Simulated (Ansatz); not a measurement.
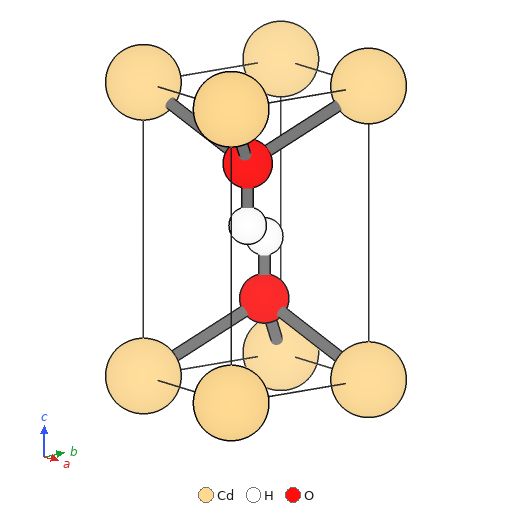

System: CdH₂O₂, space group P-3m1 (No. 164). The picture shows the cell.

Input file:
```
crystal:
  lattice:
    - [3.5019706953, 0.0, 0.0]
    - [-1.7509853477, 3.0327955854, 0.0]
    - [0.0, 0.0, 4.5691751487]
  atoms:
    - { symbol: Cd, position: [0.0, 0.0, 0.0] }
    - { symbol: H, position: [0.6666666667, 0.3333333333, 0.5468707618] }
    - { symbol: H, position: [0.3333333333, 0.6666666667, 0.4531292382] }
    - { symbol: O, position: [0.6666666667, 0.3333333333, 0.7582064997] }
    - { symbol: O, position: [0.3333333333, 0.6666666667, 0.2417935003] }
kpoints:
  mp_grid: { grid: [9, 9, 6] }
hamiltonian:
  xc: r2scan
scf:
  occupations: { method: fixed }
dielectric: {}
```

Run as:
```bash
ansatz run input.yaml --threads 4 --pin off --max-ram 5529MiB --backend cpu --events-out ev --progress --plain --runs-dir out
```

Method: Born effective charges by linear response at the zone centre, in units of the proton charge, Cartesian axes of the given cell; DFT, r2SCAN, plane waves, PAW (Ansatz 0.2.0). Level: r2SCAN, no spin polarisation.

periodic directions 3; potentials PAW; wave cutoff 500 eV; k mesh 9×9×6.

Describe the result: the mean Born effective charge of each atom. The cases: Cd; H 1; H 2; O 1; O 2.

The largest in size is that of Cd, 2.33 e, and the charges add up to 0.00 e. Cd is the most anisotropic: its diagonal components run from 1.98 to 2.50 e.

```tsv
atom	mean Born effective charge (e)	Born charge xx (e)	Born charge zz (e)
Cd	2.33	2.504	1.978
H 1	0.37	0.362	0.373
H 2	0.37	0.362	0.373
O 1	-1.53	-1.614	-1.362
O 2	-1.53	-1.614	-1.362
```

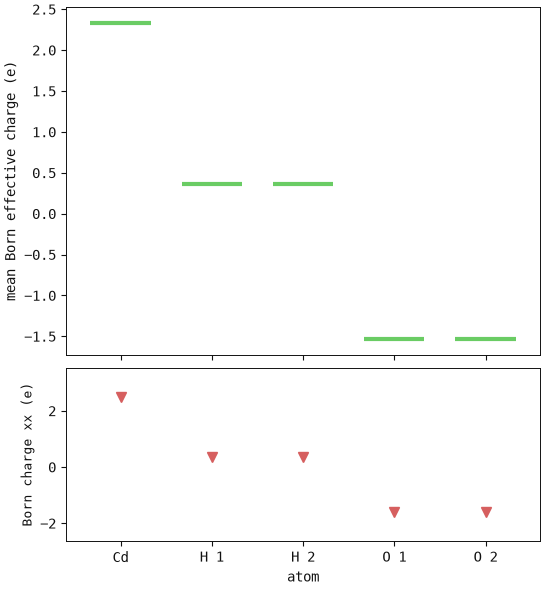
